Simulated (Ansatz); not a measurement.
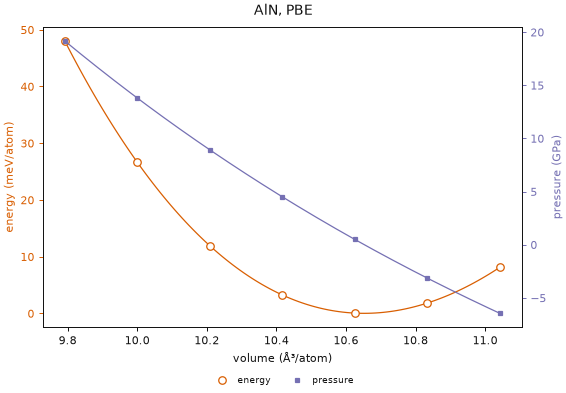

The picture above shows the energy and pressure against volume for AlN, space group F-43m (No. 216).

Cell as given: a = 3.089 Å, b = 3.089 Å, c = 3.089 Å, α = 60.00°, β = 60.00°, γ = 60.00°; 2 atoms.

How it was computed, with Ansatz 0.2.0: plane-wave DFT, no spin polarisation; energies at scaled volumes of the given cell, shape and fractions fixed, counted from the fit's minimum, third-order Birch-Murnaghan fit. Level: PBE.

- k mesh: 10×10×10
- occupations: Fermi–Dirac
- smearing width: 0.05 eV
- potentials: PseudoDojo standard
- wave cutoff: 1143 eV
- density cutoff: 4572 eV

Q: Give the fitted equation-of-state parameters.

A: A third-order Birch–Murnaghan fit gives V0 = 10.65 Å³/atom, B0 = 193 GPa and B′ = 3.9.

Q: How does the pressure vary with volume?

A: It falls from 19.16 GPa at volume 9.79 Å³/atom to −6.46 GPa at 11.04 Å³/atom, and changes sign near 10.65 Å³/atom.
